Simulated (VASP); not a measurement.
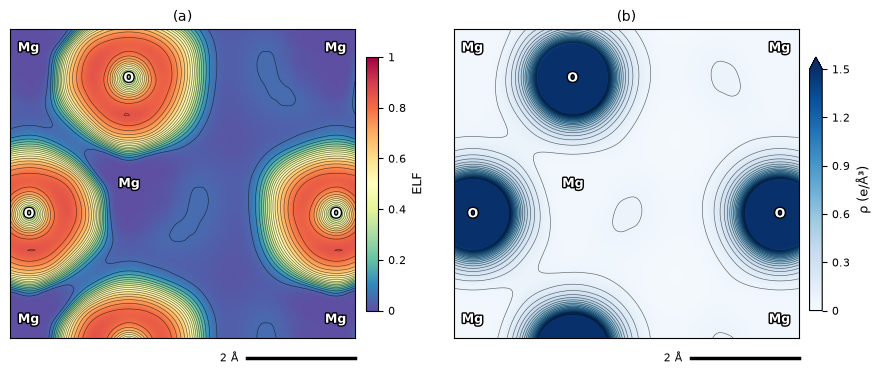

Figure 1: MgO. (a) ELF; (b) valence charge density (pseudo) on the (100) plane of the conventional cell.

Space group Cmc2₁; a generated structure, not necessarily the stable one; changed on purpose from its base cell (uniaxial x strain -4.8%); computed pressure about 7 GPa in this cell.

Computed with VASP 6.6.1, Kohn-Sham DFT of a periodic cell, HSE06, VASP PAW PBE potentials, recommended.

The density is the valence pseudo-density of a PAW calculation; it isn't the true density close to the nuclei.

Read the bonding off the picture.

- Atoms in the plane: Mg and O.
- Mg–O (1.96 Å): ρ at the midpoint is about 0.42 e/Å³; the ELF peaks at about 0.85 in the valence shell of O, 0.7 Å from its nucleus, and falls to about 0.50 next to Mg (a largely ionic contact).
- Between the atoms the lowest density in this plane is 0.02 e/Å³.

Does the calculation make it a metal, or give it a gap?

It is gapped, with a Kohn–Sham gap of 5.5 eV on the k-point mesh, an upper bound to the gap of this method.
